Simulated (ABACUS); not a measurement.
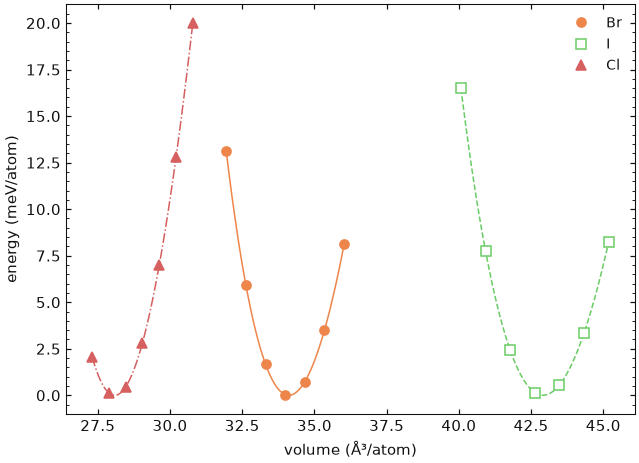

Caption: Energy against volume, with one curve for each element, for Br, Cl and I (all in space group Cmce (No. 64)).

Settings that differ: Br: density cutoff 2560 eV, wave cutoff 639 eV, k mesh 7×7×3; I: density cutoff 3860 eV, wave cutoff 966 eV, k mesh 7×7×3; Cl: density cutoff 3160 eV, wave cutoff 789 eV, k mesh 7×7×4.

The fitted equilibrium volumes, smallest first, are Cl 28.084, Br 34.113, I 42.915 Å³/atom. The fitted bulk moduli, smallest first, are I 24.4, Br 26.9, Cl 29.2 GPa.

Method: DFT in plane waves or numerical atomic orbitals with pseudopotentials, no spin polarisation; energies at scaled volumes of the given cell, shape and fractions fixed, counted from the fit's minimum, third-order Birch-Murnaghan fit (ABACUS 3.10.1). Level: PBEsol.

occupations Fermi–Dirac; smearing width 0.05 eV; potentials PseudoDojo NC SR 0.4.1 PBEsol standard.

Note: shape and atomic fractions are frozen while scaling, which makes layered, chain and framework solids too stiff.

One of the inputs:
```
INPUT_PARAMETERS
suffix              I
calculation         scf
basis_type          pw
pseudo_dir          ./
symmetry            1
dft_functional      pbesol
ecutwfc             71
pseudo_rcut         7
nspin               1
nbands              18
ks_solver           dav
smearing_method     fd
smearing_sigma      0.00367493
scf_thr             1e-08
scf_nmax            100
mixing_type         broyden
mixing_beta         0.7
cal_force           1
cal_stress          1
kpar                4
```

Run as:
```bash
OMP_NUM_THREADS=1 mpirun -np 4 abacus > log
```
